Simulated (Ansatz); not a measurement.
# BH3 on Al(110): dissociation, with H18 leaving for a neighbouring site

How high is the barrier for the dissociation, with H18 leaving for a neighbouring site? Relax the two ends, then run a nudged elastic band between them. The slab cell is 2×2, 4 layers thick, and the adsorbate is set down on it by hand.

Method: DFT PBEsol, plane waves, PAW, scalar-relativistic, no spin polarisation, in Ansatz 0.2.0.

### Step 1. The system as given

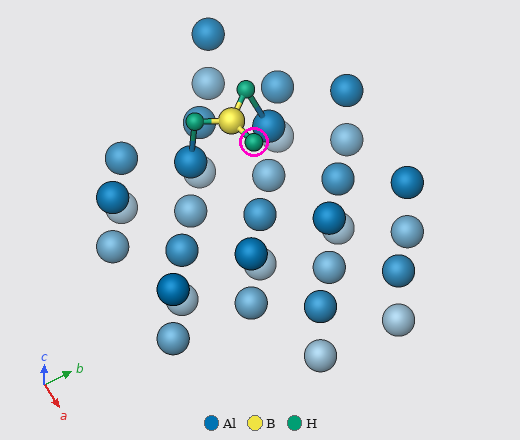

Start, viewed from above, slightly tilted; aluminium blue, boron yellow, hydrogen teal. Each atom of the cell is drawn once, at one copy chosen for all pictures, so bonds across the cell's faces may be missing, with copies of the slab's atoms added to fill out the patch; deeper layers are paler. Ringed: H18.

As a file:

```
Al B H
1.0
     8.10000    0.00000    0.00000
     0.00000    5.72757    0.00000
     0.00000    0.00000   17.29567
Al B H
16 1 3
Direct
  0.25000 0.25000 0.05782
  0.75000 0.25000 0.05782
  0.25000 0.75000 0.05782
  0.75000 0.75000 0.05782
  0.00000 0.00000 0.14061
  0.50000 0.00000 0.14061
  0.00000 0.50000 0.14061
  0.50000 0.50000 0.14061
  0.25000 0.25000 0.22340
  0.75000 0.25000 0.22340
  0.25000 0.75000 0.22340
  0.75000 0.75000 0.22340
  0.00000 0.00000 0.30618
  0.50000 0.00000 0.30618
  0.00000 0.50000 0.30618
  0.50000 0.50000 0.30618
  0.51781 0.24795 0.39580
  0.66312 0.27858 0.40612
  0.42639 0.41059 0.40612
  0.46391 0.05467 0.40612
```

### Step 2. End point A

Contents of input.yaml:

```yaml
crystal:
  lattice:
    - [8.1, 0.0, 0.0]
    - [0.0, 5.727565, 0.0]
    - [0.0, 0.0, 17.295674]
  atoms:
    - { symbol: Al, position: [0.25, 0.25, 0.0578179] }
    - { symbol: Al, position: [0.75, 0.25, 0.0578179] }
    - { symbol: Al, position: [0.25, 0.75, 0.0578179] }
    - { symbol: Al, position: [0.75, 0.75, 0.0578179] }
    - { symbol: Al, position: [0.0, 0.0, 0.1406069] }
    - { symbol: Al, position: [0.5, 0.0, 0.1406069] }
    - { symbol: Al, position: [0.0, 0.5, 0.1406069] }
    - { symbol: Al, position: [0.5, 0.5, 0.1406069] }
    - { symbol: Al, position: [0.25, 0.25, 0.2233959] }
    - { symbol: Al, position: [0.75, 0.25, 0.2233959] }
    - { symbol: Al, position: [0.25, 0.75, 0.2233959] }
    - { symbol: Al, position: [0.75, 0.75, 0.2233959] }
    - { symbol: Al, position: [0.0, 0.0, 0.3061849] }
    - { symbol: Al, position: [0.5, 0.0, 0.3061849] }
    - { symbol: Al, position: [0.0, 0.5, 0.3061849] }
    - { symbol: Al, position: [0.5, 0.5, 0.3061849] }
    - { symbol: B, position: [0.5178076, 0.2479453, 0.3958027] }
    - { symbol: H, position: [0.6631151, 0.2785826, 0.4061232] }
    - { symbol: H, position: [0.4263929, 0.410586, 0.4061232] }
    - { symbol: H, position: [0.4639148, 0.0546671, 0.4061232] }
basis:
  ecutwfc: 420.0
kpoints:
  mp_grid: { grid: [2, 3, 1] }
hamiltonian:
  xc: pbesol
  pseudopotentials: { kind: paw, azcp: { folder: soft_1 } }
scf:
  occupations: { method: gaussian, width: 0.15 }
  lower_state_search: "off"
relax:
  f_tol: 0.03
  max_steps: 60
  adjacent_minimum: "off"
  constraints: [{ sites: [0, 1, 2, 3] }]
```

The run is started by

```bash
ansatz run input.yaml --threads 1 --pin off --max-ram 3072MiB --backend cpu --events-out ev --progress --plain --runs-dir out
```

Log, shortened:

```text
Warning: <dir> the record states the generating functional pbe (its physics header spells it `PBE`), which answers neither for hamiltonian.xc's functional nor for the pbesol family's — results may be inconsistent (PPs are generated against a specific XC)
[...]
Warning: RAYON_NUM_THREADS=1 ignored (pool sized by the plan → 1); use --threads N
[...]
Pseudopotentials: kind: paw
Pseudopotential: Al, paw, valence charge 3, recommended cutoff 420 eV (normal), <dir>
Pseudopotential: B, paw, valence charge 3, recommended cutoff 420 eV (normal), <dir>
Pseudopotential: H, paw, valence charge 1, recommended cutoff 420 eV (normal), <dir>
Functional definition: PBEsol
[...]
Crystal: 20 atoms, lattice volume = 802.403 Å³
Basis set: ecut = 420 eV, 15713 PW (Γ), exchange–correlation on 120×80×240 points (8 copies of the dense FFT grid, shifted against one another)
Bands: 47, of which v1, the nominal top of the filled ones, is band 27 counted from 1 (26 counted from 0)
Symmetry: 1 space group operations
Space group: P1 (ITA 1), of the structure as read, at distance tolerance 9.3e-5 Å
k-points: 4 of 6 (time reversal used)
[...]
SCF iter   1: F=—  HF=-8592.089416 eV  |F-HF|=—  |Δ(HF+E_count)|=         —  Δρ=3.13e-2  dr2=2.64e1  ethr=3.10e-3  ⟨swp⟩=9.5  Hψ=1255  notcnv=0
[...]
relax step   1: F+E_penalty+E_count = -8585.74333120 eV  Δ(F+E_penalty+E_count) = +0.000e0 eV  max|allowed force component| = 1.632e0 eV/Å  Δτ_max = 0.0000 Å  (8 SCF iters, dr2 threshold 2.25e-5 eV, accepted)
[...]
relax step   2: F+E_penalty+E_count = -8586.28429492 eV  Δ(F+E_penalty+E_count) = -5.410e-1 eV  max|allowed force component| = 7.363e-1 eV/Å  Δτ_max = 0.1949 Å  (5 SCF iters, dr2 threshold 1.00e-4 eV, accepted)
[...]
SCF iter   4: F=—  HF=-8586.444999 eV  |F-HF|=—  |Δ(HF+E_count)|=   2.30e-3  Δρ=2.35e-4  dr2=2.74e-3  ethr=5.14e-5  ⟨swp⟩=1.0  Hψ=196  notcnv=0  defer=37
[...]
```

### Step 3. The output, continued: end point A relaxed

Output, continued, shortened:

```text
relax step   3: F+E_penalty+E_count = -8586.44464873 eV  Δ(F+E_penalty+E_count) = -1.604e-1 eV  max|allowed force component| = 3.279e-1 eV/Å  Δτ_max = 0.1563 Å  (6 SCF iters, dr2 threshold 3.39e-5 eV, accepted)
[...]
relax step   5: F+E_penalty+E_count = -8586.47714230 eV  Δ(F+E_penalty+E_count) = -1.244e-2 eV  max|allowed force component| = 9.418e-2 eV/Å  Δτ_max = 0.2000 Å  (5 SCF iters, dr2 threshold 7.88e-6 eV, accepted)
[...]
relax step   7: F+E_penalty+E_count = -8586.48469768 eV  Δ(F+E_penalty+E_count) = -2.021e-3 eV  max|allowed force component| = 8.296e-2 eV/Å  Δτ_max = 0.0807 Å  (5 SCF iters, dr2 threshold 9.87e-7 eV, accepted)
[...]
relax step   9: F+E_penalty+E_count = -8586.48716540 eV  Δ(F+E_penalty+E_count) = -3.351e-4 eV  max|allowed force component| = 2.521e-2 eV/Å  Δτ_max = 0.0495 Å  (6 SCF iters, accepted)
[...]
    - { symbol: Al, position: [0.7527039218894703, 0.251790148060361, 0.2117167473268254] }
    - { symbol: Al, position: [0.24999164398701357, 0.7513683316283708, 0.21566838182964188] }
    - { symbol: Al, position: [0.7484271084926843, 0.7509515058665223, 0.2160107545490156] }
    - { symbol: Al, position: [-0.0006825691366029968, 0.00213647837737128, 0.2876269208200501] }
    - { symbol: Al, position: [0.49873455554310475, 0.011081730683806539, 0.28412716561207835] }
    - { symbol: Al, position: [-0.0007698889800226736, 0.5007486788801997, 0.2870305286696191] }
    - { symbol: Al, position: [0.4987078472306736, 0.5018621719754963, 0.2869987243565026] }
    - { symbol: B, position: [0.5027507837670471, 0.2610526512949171, 0.38500807206231075] }
    - { symbol: H, position: [0.6359000745225039, 0.2937129590443209, 0.4150565949037165] }
    - { symbol: H, position: [0.3811457883096997, 0.34244735737011156, 0.4162235743799134] }
    - { symbol: H, position: [0.4743189905624141, 0.04401811577518676, 0.38987606449092926] }
```

Run time: 65 s. Hardware: 1 thread of Intel Xeon 6975P-C (Granite Rapids), shared host; peak memory 0.76 GiB.

Step by step:

```csv
step,energy from step 1 (eV/cell),largest force component (eV/Å)
1,0.0000,1.6316
2,-0.5410,0.7363
3,-0.7013,0.3279
4,-0.7214,0.1993
5,-0.7338,0.0942
6,-0.7393,0.0665
7,-0.7414,0.0830
8,-0.7435,0.0405
9,-0.7438,0.0252
10,-0.7445,0.0455
11,-0.7447,0.0284
12,-0.7449,0.0115
13,-0.7451,0.0059
```

Step 1 is the start. 4 atoms are held fixed.

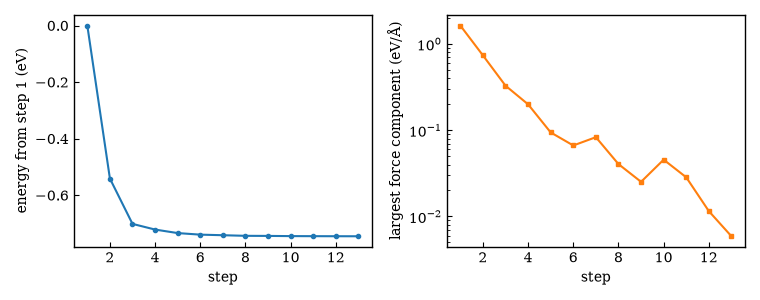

How energy and force went from step to step.

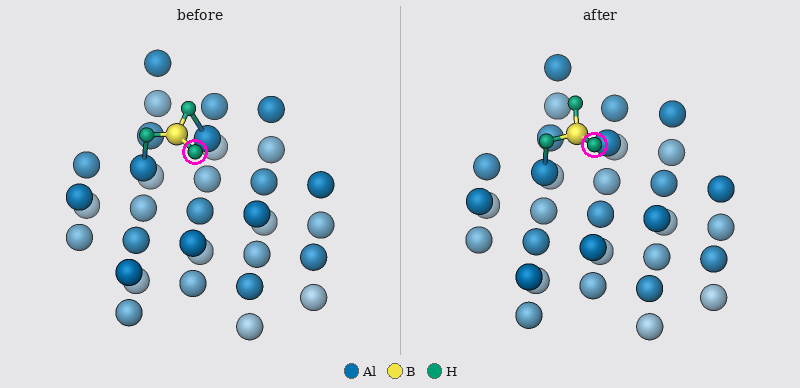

Before and after, at one scale. Each atom of the cell is drawn once, at one copy chosen for all pictures, so bonds across the cell's faces may be missing, with copies of the slab's atoms added to fill out the patch; deeper layers are paler.

Largest move: H19, 0.56 Å.

### Step 4. Relaxing end B

The second end starts from a geometry with the move made by hand.

Contents of input.yaml:

```yaml
crystal:
  lattice:
    - [8.1, 0.0, 0.0]
    - [0.0, 5.727565, 0.0]
    - [0.0, 0.0, 17.295674]
  atoms:
    - { symbol: Al, position: [0.25, 0.25, 0.05781793] }
    - { symbol: Al, position: [0.75, 0.25, 0.05781793] }
    - { symbol: Al, position: [0.25, 0.74999999, 0.05781793] }
    - { symbol: Al, position: [0.75, 0.74999999, 0.05781793] }
    - { symbol: Al, position: [0.0, 0.0, 0.14060691] }
    - { symbol: Al, position: [0.5, 0.0, 0.14060691] }
    - { symbol: Al, position: [0.0, 0.49999999, 0.14060691] }
    - { symbol: Al, position: [0.5, 0.49999999, 0.14060691] }
    - { symbol: Al, position: [0.25, 0.25, 0.22339589] }
    - { symbol: Al, position: [0.75, 0.25, 0.22339589] }
    - { symbol: Al, position: [0.25, 0.74999999, 0.22339589] }
    - { symbol: Al, position: [0.75, 0.74999999, 0.22339589] }
    - { symbol: Al, position: [0.0, 0.0, 0.30618487] }
    - { symbol: Al, position: [0.5, 0.0, 0.30618487] }
    - { symbol: Al, position: [0.0, 0.49999999, 0.30618487] }
    - { symbol: Al, position: [0.5, 0.49999999, 0.30618487] }
    - { symbol: B, position: [0.5, 0.25, 0.39580266] }
    - { symbol: H, position: [0.66666667, 0.66666666, 0.29866854] }
    - { symbol: H, position: [0.4085853, 0.41264072, 0.41768674] }
    - { symbol: H, position: [0.44610718, 0.05672189, 0.41768674] }
basis:
  ecutwfc: 420.0
kpoints:
  mp_grid: { grid: [2, 3, 1] }
hamiltonian:
  xc: pbesol
  pseudopotentials: { kind: paw, azcp: { folder: soft_1 } }
scf:
  occupations: { method: gaussian, width: 0.15 }
  lower_state_search: "off"
relax:
  f_tol: 0.03
  max_steps: 60
  adjacent_minimum: "off"
  constraints: [{ sites: [0, 1, 2, 3] }]
```

The run is started by

```bash
ansatz run input.yaml --threads 1 --pin off --max-ram 3072MiB --backend cpu --events-out ev --progress --plain --runs-dir out
```

Log, shortened:

```text
Warning: <dir> the record states the generating functional pbe (its physics header spells it `PBE`), which answers neither for hamiltonian.xc's functional nor for the pbesol family's — results may be inconsistent (PPs are generated against a specific XC)
[...]
Warning: RAYON_NUM_THREADS=1 ignored (pool sized by the plan → 1); use --threads N
[...]
[... 5 set-up lines as earlier in the session ...]
[...]
Crystal: 20 atoms, lattice volume = 802.403 Å³
Basis set: ecut = 420 eV, 15713 PW (Γ), exchange–correlation on 120×80×240 points (8 copies of the dense FFT grid, shifted against one another)
Bands: 47, of which v1, the nominal top of the filled ones, is band 27 counted from 1 (26 counted from 0)
[... 2 set-up lines as earlier in the session ...]
k-points: 4 of 6 (time reversal used)
[...]
SCF iter   1: F=—  HF=-8589.387805 eV  |F-HF|=—  |Δ(HF+E_count)|=         —  Δρ=3.09e-2  dr2=2.77e1  ethr=3.10e-3  ⟨swp⟩=9.5  Hψ=1223  notcnv=0
[...]
relax step   1: F+E_penalty+E_count = -8583.56093157 eV  Δ(F+E_penalty+E_count) = +0.000e0 eV  max|allowed force component| = 2.023e0 eV/Å  Δτ_max = 0.0000 Å  (8 SCF iters, dr2 threshold 2.25e-5 eV, accepted)
[...]
relax step   5: F+E_penalty+E_count = -8585.10186581 eV  Δ(F+E_penalty+E_count) = -1.750e-1 eV  max|allowed force component| = 4.430e-1 eV/Å  Δτ_max = 0.1952 Å  (5 SCF iters, dr2 threshold 1.00e-4 eV, accepted)
[...]
relax step   6: F+E_penalty+E_count = -8585.24027229 eV  Δ(F+E_penalty+E_count) = -1.384e-1 eV  max|allowed force component| = 2.497e-1 eV/Å  Δτ_max = 0.1967 Å  (5 SCF iters, dr2 threshold 7.97e-5 eV, accepted)
[...]
```

### Step 5. The log goes on: end point B relaxed

The log, continued:

```text
relax step   7: F+E_penalty+E_count = -8585.33593346 eV  Δ(F+E_penalty+E_count) = -9.566e-2 eV  max|allowed force component| = 2.732e-1 eV/Å  Δτ_max = 0.1950 Å  (6 SCF iters, dr2 threshold 1.98e-5 eV, accepted)
preconditioner: auto → LDOS  [metal: Δε(μ)=0.109 eV  Ē_g=6.614 eV  σ=0.150 eV  W_gap=0.39  n_scr=78 (ndim 8)  ℏωp=9.6 eV  f_vac=0.479  D(μ)=7.17/eV (n_scr^D=22)  β→1.0]
relax step   8: F+E_penalty+E_count = -8585.41778526 eV  Δ(F+E_penalty+E_count) = -8.185e-2 eV  max|allowed force component| = 2.433e-1 eV/Å  Δτ_max = 0.1931 Å  (5 SCF iters, dr2 threshold 2.37e-5 eV, accepted)
preconditioner: auto → LDOS  [metal: Δε(μ)=0.183 eV  Ē_g=6.610 eV  σ=0.150 eV  W_gap=0.47  n_scr=78 (ndim 8)  ℏωp=9.6 eV  f_vac=0.481  D(μ)=7.82/eV (n_scr^D=26)  β→1.0]
relax step   9: F+E_penalty+E_count = -8585.50174765 eV  Δ(F+E_penalty+E_count) = -8.396e-2 eV  max|allowed force component| = 1.770e-1 eV/Å  Δτ_max = 0.1951 Å  (5 SCF iters, dr2 threshold 4.69e-5 eV, accepted)
preconditioner: auto → LDOS  [insulator: Δε(μ)=0.267 eV  Ē_g=6.623 eV  σ=0.150 eV  W_gap=0.55  n_scr=78 (ndim 8)  ℏωp=9.6 eV  f_vac=0.483  D(μ)=7.96/eV (n_scr^D=30)  ε∞_Penn≈3.1  β→1.0]
relax step  10: F+E_penalty+E_count = -8585.62870960 eV  Δ(F+E_penalty+E_count) = -1.270e-1 eV  max|allowed force component| = 2.929e-1 eV/Å  Δτ_max = 0.1966 Å  (6 SCF iters, dr2 threshold 1.66e-5 eV, accepted)
preconditioner: auto → LDOS  [insulator: Δε(μ)=0.314 eV  Ē_g=6.647 eV  σ=0.150 eV  W_gap=0.54  n_scr=78 (ndim 8)  ℏωp=9.6 eV  f_vac=0.485  D(μ)=7.26/eV (n_scr^D=22)  ε∞_Penn≈3.1  β→1.0]
relax step  11: F+E_penalty+E_count = -8585.76051198 eV  Δ(F+E_penalty+E_count) = -1.318e-1 eV  max|allowed force component| = 1.891e-1 eV/Å  Δτ_max = 0.1919 Å  (5 SCF iters, dr2 threshold 4.54e-5 eV, accepted)
preconditioner: auto → LDOS  [metal: Δε(μ)=0.035 eV  Ē_g=6.664 eV  σ=0.150 eV  W_gap=0.13  n_scr=78 (ndim 8)  ℏωp=9.6 eV  f_vac=0.487  D(μ)=6.93/eV (n_scr^D=22)  β→1.0]
relax step  12: F+E_penalty+E_count = -8585.81989868 eV  Δ(F+E_penalty+E_count) = -5.939e-2 eV  max|allowed force component| = 2.004e-1 eV/Å  Δτ_max = 0.1952 Å  (6 SCF iters, dr2 threshold 1.49e-5 eV, accepted)
preconditioner: auto → LDOS  [metal: Δε(μ)=0.134 eV  Ē_g=6.673 eV  σ=0.150 eV  W_gap=0.47  n_scr=78 (ndim 8)  ℏωp=9.6 eV  f_vac=0.488  D(μ)=6.16/eV (n_scr^D=22)  β→1.0]
relax step  13: F+E_penalty+E_count = -8585.85111574 eV  Δ(F+E_penalty+E_count) = -3.122e-2 eV  max|allowed force component| = 9.149e-2 eV/Å  Δτ_max = 0.2000 Å  (5 SCF iters, dr2 threshold 1.67e-5 eV, accepted)
preconditioner: auto → LDOS  [insulator: Δε(μ)=0.199 eV  Ē_g=6.682 eV  σ=0.150 eV  W_gap=0.60  n_scr=78 (ndim 8)  ℏωp=9.6 eV  f_vac=0.490  D(μ)=5.32/eV (n_scr^D=16)  ε∞_Penn≈3.1  β→1.0]
relax step  14: F+E_penalty+E_count = -8585.86191392 eV  Δ(F+E_penalty+E_count) = -1.080e-2 eV  max|allowed force component| = 8.551e-2 eV/Å  Δτ_max = 0.1840 Å  (6 SCF iters, dr2 threshold 1.75e-6 eV, accepted)
preconditioner: auto → LDOS  [insulator: Δε(μ)=0.226 eV  Ē_g=6.675 eV  σ=0.150 eV  W_gap=0.68  n_scr=78 (ndim 8)  ℏωp=9.6 eV  f_vac=0.488  D(μ)=5.33/eV (n_scr^D=16)  ε∞_Penn≈3.1  β→1.0]
relax step  15: F+E_penalty+E_count = -8585.86144502 eV  Δ(F+E_penalty+E_count) = +4.689e-4 eV  max|allowed force component| = 6.587e-2 eV/Å  Δτ_max = 0.0625 Å  (6 SCF iters, dr2 threshold 1.52e-6 eV, rejected (line search))
preconditioner: auto → LDOS  [insulator: Δε(μ)=0.211 eV  Ē_g=6.675 eV  σ=0.150 eV  W_gap=0.64  n_scr=78 (ndim 8)  ℏωp=9.6 eV  f_vac=0.489  D(μ)=5.35/eV (n_scr^D=18)  ε∞_Penn≈3.1  β→1.0]
relax step  16: F+E_penalty+E_count = -8585.86496084 eV  Δ(F+E_penalty+E_count) = -3.047e-3 eV  max|allowed force component| = 1.744e-2 eV/Å  Δτ_max = 0.0313 Å  (6 SCF iters, accepted)
Free energy (F): -8585.864961 eV
Harris-Foulkes:  -8585.864961 eV  (|F-HF|=1.62e-8)
Internal energy: -8585.804794 eV  (E = F + TS)
E sigma→0 (E₀):  -8585.834878 eV
Entropy (-TS):   -0.060166 eV (-3.008 meV/atom)
Fermi energy:    -0.178077 eV
--- Per-component energies (eV) ---
  E_band       = -231.231030
[...]
  E_kinetic    = 436.573013
  E_local      = -6695.172161  (includes V_loc(G=0)·N_el)
  E_nonlocal   = 174.906539
  E_hartree    = 3220.373693
  E_xc         = -646.397870
  E_vxc        = -527.587806  (∫ρ·V_xc dr)
  E_paw        = -7384.836752  (= ΣΔE_a)
  E_vpaw       = -60.687231  (= ΣTr[D̂ρ^β])
  E_aug_tail   = -0.002935  (compensation charges beyond the density's cutoff)
  E_ewald      = 2308.430743
  E_core_change = 0.320936  (= ΣΔE_core)
  E_smearing   = -0.060166  (= −TS)
  E_closure    = -0.000000  (closes the sum)
  Σ components = -8585.864961   (vs F -8585.864961, Δ=0.00e0)
--- Forces (eV/Å), atoms counted from 1 ---
  atom   1  Al     0.18839098     0.02437586     0.38281749
  atom   2  Al    -0.13631131     0.03088649    -0.01021216
  atom   3  Al     0.13514895    -0.02619731    -0.16365811
  atom   4  Al    -0.18200825    -0.02596067    -0.19840510
  atom   5  Al     0.00576556    -0.00341541     0.00764070
  atom   6  Al    -0.00653642     0.00622578     0.01038113
  atom   7  Al     0.00922097     0.00244919     0.00589301
  atom   8  Al    -0.00790715    -0.00454543     0.00113687
  atom   9  Al    -0.00208401    -0.00065351    -0.00849730
  atom  10  Al     0.01128825    -0.00413744    -0.00904157
  atom  11  Al    -0.00810758    -0.00721447    -0.00047415
  atom  12  Al     0.00266492     0.00031002     0.00490231
  atom  13  Al     0.00081235     0.00089983    -0.00914837
  atom  14  Al    -0.00840295     0.00280774    -0.00787065
  atom  15  Al    -0.00043427    -0.00101568    -0.01744006
  atom  16  Al     0.00484688     0.00191674     0.01316555
  atom  17  B     -0.00896647    -0.00487670    -0.00526741
  atom  18  H      0.00551517    -0.00341128     0.00548456
  atom  19  H     -0.00312080     0.00007458     0.00117262
  atom  20  H      0.00020068     0.01152289    -0.00254945
  max |Σ_I F_I| component: 4.12e-5 eV/Å
--- Relaxed structure (16 steps of the walk, 15 accepted, 0 SCFs on fresh bases) ---
  F+E_penalty+E_count = -8585.86496084 eV   max|allowed force component| = 1.744e-2 eV/Å
  atoms:
    - { symbol: Al, position: [0.24999999999999997, 0.24999999999999997, 0.05781792999999999] }
    - { symbol: Al, position: [0.7499999999999999, 0.24999999999999997, 0.05781792999999999] }
    - { symbol: Al, position: [0.24999999999999997, 0.7499999899999998, 0.05781792999999999] }
    - { symbol: Al, position: [0.7499999999999999, 0.7499999899999998, 0.05781792999999999] }
    - { symbol: Al, position: [0.002492310688153766, 0.0020026553174404163, 0.13168588659207128] }
    - { symbol: Al, position: [0.49999657660871405, -8.85377243507529e-5, 0.12593662213771578] }
    - { symbol: Al, position: [-0.0004857337281893589, 0.5005221529294316, 0.13093476419827652] }
    - { symbol: Al, position: [0.5000649335181951, 0.5024961771240537, 0.12848896179218816] }
    - { symbol: Al, position: [0.2603268829807199, 0.2511445410271213, 0.22102759241157865] }
    - { symbol: Al, position: [0.7483657272774049, 0.25477951838584645, 0.21351138918153564] }
    - { symbol: Al, position: [0.24511288192600436, 0.7488210040318787, 0.2098998761791634] }
    - { symbol: Al, position: [0.7571463506007671, 0.7549236606870402, 0.21001837709321583] }
    - { symbol: Al, position: [-0.0025238077241294017, 0.00065938848322831, 0.28760367703788015] }
    - { symbol: Al, position: [0.5032603313258919, -0.011635430099150143, 0.282285754103109] }
    - { symbol: Al, position: [-0.0031709017493567098, 0.5051647756434621, 0.28728903746906764] }
    - { symbol: Al, position: [0.5056444522069465, 0.5348981171881687, 0.28717833848879903] }
    - { symbol: B, position: [0.37671430352415597, 0.26328487507906184, 0.34080671826108033] }
    - { symbol: H, position: [0.5247366607037325, 0.7703863570727901, 0.35168882479619373] }
    - { symbol: H, position: [0.26703288343207626, 0.2701954293406889, 0.3878976216863671] }
    - { symbol: H, position: [0.5035710446543996, 0.1774511895203112, 0.3715399026672835] }
```

Wall time 82 s (1 thread of Intel Xeon 6975P-C (Granite Rapids), shared host); peak memory 0.76 GiB.

The steps of the relaxation:

```
step  energy from step 1 (eV/cell)  largest force component (eV/Å)
   1                        0.0000                          2.0234
   2                       -0.7468                          1.1182
   3                       -1.1597                          0.7227
   4                       -1.3659                          0.6954
   5                       -1.5409                          0.4430
   6                       -1.6793                          0.2497
   7                       -1.7750                          0.2732
   8                       -1.8569                          0.2433
   9                       -1.9408                          0.1770
  10                       -2.0678                          0.2929
  11                       -2.1996                          0.1891
  12                       -2.2590                          0.2004
  13                       -2.2902                          0.0915
  14                       -2.3010                          0.0855
 15x                       -2.3005                          0.0659
  16                       -2.3040                          0.0174
```

Step 1 is the start. 1 step was tried and not accepted (marked x). 4 atoms are held fixed.

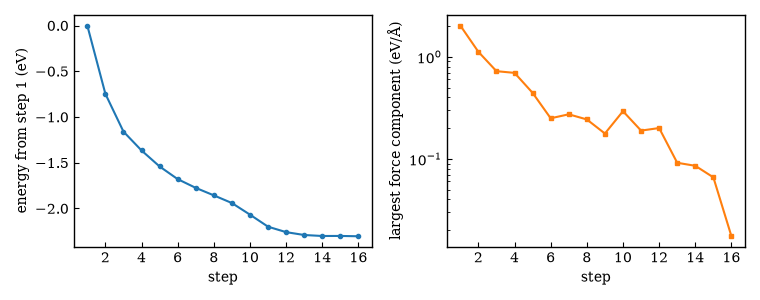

Energy and largest force along the relaxation.

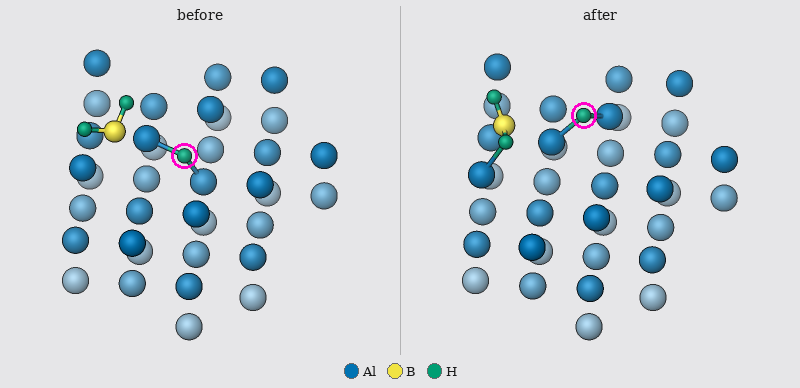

Before and after, at one scale. Each atom of the cell is drawn once, at one copy chosen for all pictures, so bonds across the cell's faces may be missing, with copies of the slab's atoms added to fill out the patch; deeper layers are paler.

Largest move: H18, 1.59 Å.

[end of part 1 of 2]
